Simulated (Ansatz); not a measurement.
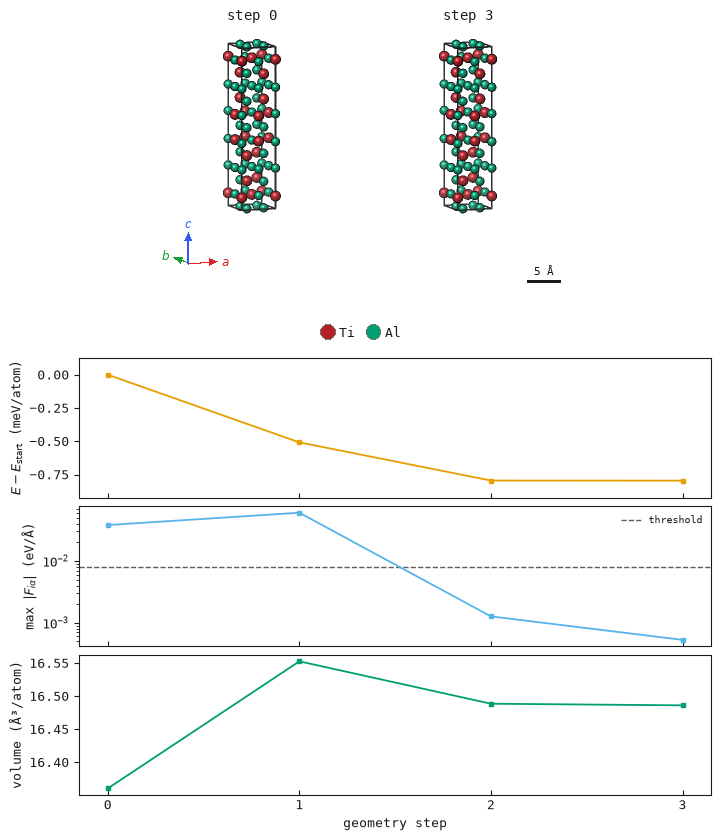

First and last geometry of a relaxation of solid TiAl2 (set up in Fddd), with the history of the run. The picture is a spheres-only view of the conventional cell (4 times the calculation's cell), seen slightly off an axis. Lengths and directions refer to the drawn axes.

Case: biaxial strain in the a-b plane of +3.0 %; c and atoms relaxed.

These are results of Ansatz, DFT r2SCAN, scalar-relativistic, plane waves, PAW, not measurements.

The input:
```yaml
crystal:
  lattice:
    - [-2.0343460331, 2.0343460331, 12.4390353859]
    - [2.0343460331, -2.0343460331, 12.4390353859]
    - [1.9395415578, 1.9395415578, -12.4390353859]
  atoms:
    - { symbol: Ti, position: [0.6721443503, 0.1721443503, 0.5] }
    - { symbol: Ti, position: [0.9221443503, 0.9221443503, 0.0] }
    - { symbol: Ti, position: [0.8278556497, 0.3278556497, 0.5] }
    - { symbol: Ti, position: [0.0778556497, 0.0778556497, 0.0] }
    - { symbol: Al, position: [0.4135139148, 0.4135139148, 0.0] }
    - { symbol: Al, position: [0.2500762576, 0.2500762576, 0.0] }
    - { symbol: Al, position: [0.7499237424, 0.7499237424, 0.0] }
    - { symbol: Al, position: [0.3364860852, 0.8364860852, 0.5] }
    - { symbol: Al, position: [0.1635139148, 0.6635139148, 0.5] }
    - { symbol: Al, position: [0.4999237424, 0.9999237424, 0.5] }
    - { symbol: Al, position: [7.62576e-05, 0.5000762576, 0.5] }
    - { symbol: Al, position: [0.5864860852, 0.5864860852, 0.0] }
basis:
  ecutwfc: 500
kpoints:
  mp_grid: { grid: [12, 12, 12] }
hamiltonian:
  xc: r2scan
scf:
  occupations: { method: gaussian, width: 0.1 }
output:
  forces: true
  stress: true
  eigenvalues: true
relax:
  adjacent_minimum: "off"
  f_tol: 0.008
  max_steps: 40
  cell: { stress_tol: 0.015, fix: [a, b, gamma] }
```

Command:
```bash
ansatz run input.yaml --threads 2 --pin off --max-ram 5120MiB --backend cpu --events-out ev --progress --plain --runs-dir out
```

### Did the run converge, and what did it change?

The run was cut off at its time limit before the relaxation converged, so the last structure is only a point on the way. The energy falls by 0.8 meV per atom in 3 geometry steps. Largest force component: 0.038 eV/Å at the start, 0.00053 eV/Å at the end. Pressure: −4.16 GPa at the start and −4.98 GPa at the end. The largest moves relative to the cell, 0.004 Å, are those of 8 atoms (Ti1, Ti2, Ti3, Ti4 and others). Al9 goes along −c. By element the largest moves are Al 0.004 Å, Ti 0.004 Å. Cell: a 5.486 → 5.528 Å (+0.8 %), b unchanged at 5.754 Å, c unchanged at 24.878 Å. Volume +0.8 %. Some distances before and after: Ti1–Al9 2.751 → 2.773 Å, Al10–Al11 2.743 → 2.764 Å, Ti1–Ti4 3.075 → 3.086 Å, Al10–Al12 2.930 → 2.940 Å. The space group stays Fddd (No. 70).
